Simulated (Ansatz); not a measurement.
System: Hf$_{3}$N$_{2}$.

Input file:

```
crystal:
  lattice:
    - [1.6043993922, 0.926300421, 7.7715245474]
    - [-1.6043993922, 0.926300421, 7.7715245474]
    - [0.0, -1.852600842, 7.7715245474]
  atoms:
    - { symbol: Hf, position: [0.7796411024, 0.7796411024, 0.7796411024] }
    - { symbol: Hf, position: [0.2203588976, 0.2203588976, 0.2203588976] }
    - { symbol: Hf, position: [0.0, 0.0, 0.0] }
    - { symbol: "N", position: [0.6120889281, 0.6120889281, 0.6120889281] }
    - { symbol: "N", position: [0.3879110719, 0.3879110719, 0.3879110719] }
basis:
  ecutwfc: 500
kpoints:
  mp_grid: { grid: [12, 12, 12] }
hamiltonian:
  xc: r2scan
scf:
  occupations: { method: gaussian, width: 0.15 }
output:
  forces: true
  stress: true
  eigenvalues: true
  write_density: true
  write_potential: true
  elf: true
  volumetric_format: npy
```

Run with:

```sh
ansatz run input.yaml --threads 2 --pin off --max-ram 5120MiB --backend cpu --events-out ev --progress --plain --runs-dir out
```

Below, planes, directions and counts refer to the conventional cell (a = 3.21 Å, b = 3.21 Å, c = 23.31 Å, α = 90.00°, β = 90.00°, γ = 120.00°).

Space group R-3m; a structure from a database of computed crystals, not necessarily the ambient phase.

Level of theory: Ansatz, DFT r2SCAN, scalar-relativistic, plane waves, PAW.

### Predict the valence pseudo-density and electron localisation function between the atoms.

Hf–N (2.25 Å): ρ at the midpoint is about 0.53 e/Å³; the ELF peaks at about 0.80 in the valence shell of N, 0.6 Å from its nucleus, and is about 0.15 at the midpoint: no shared electron pair shows on this line.
Hf–Hf (3.11 Å): the density is about 0.21 e/Å³ at the midpoint; the ELF is about 0.30 at the midpoint (no shared electron pair shows on this line).
Hf–N (2.30 Å): ρ is about 0.47 e/Å³ halfway; the ELF peaks at about 0.80 in the valence shell of N, 0.7 Å from its nucleus, and drops to about 0.15 between the two atoms: no localised pair shows between them.
Hf–Hf (3.22 Å): ρ at the midpoint is about 0.16 e/Å³; the ELF is about 0.10 at the midpoint: no shared electron pair shows on this line.
The ELF has a maximum of about 0.85 in the space between the atoms, 1.9 Å from four Hf atoms, on no atom or two-centre bond.

### Metal or insulator at this level of theory?

It is metallic or semimetallic at this level of theory: no gap opens.

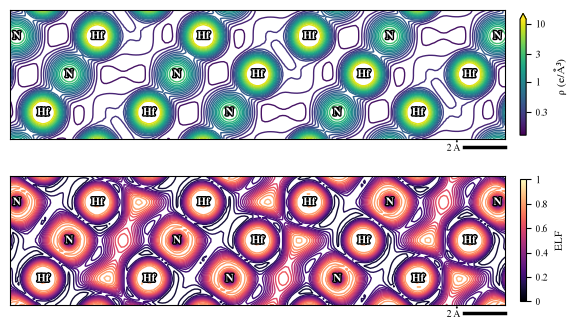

Computed valence pseudo-density and electron localisation function on the (110) plane of the conventional cell, in this order. 

In a PAW calculation such maps are meaningful between the atoms, not at the nuclei.
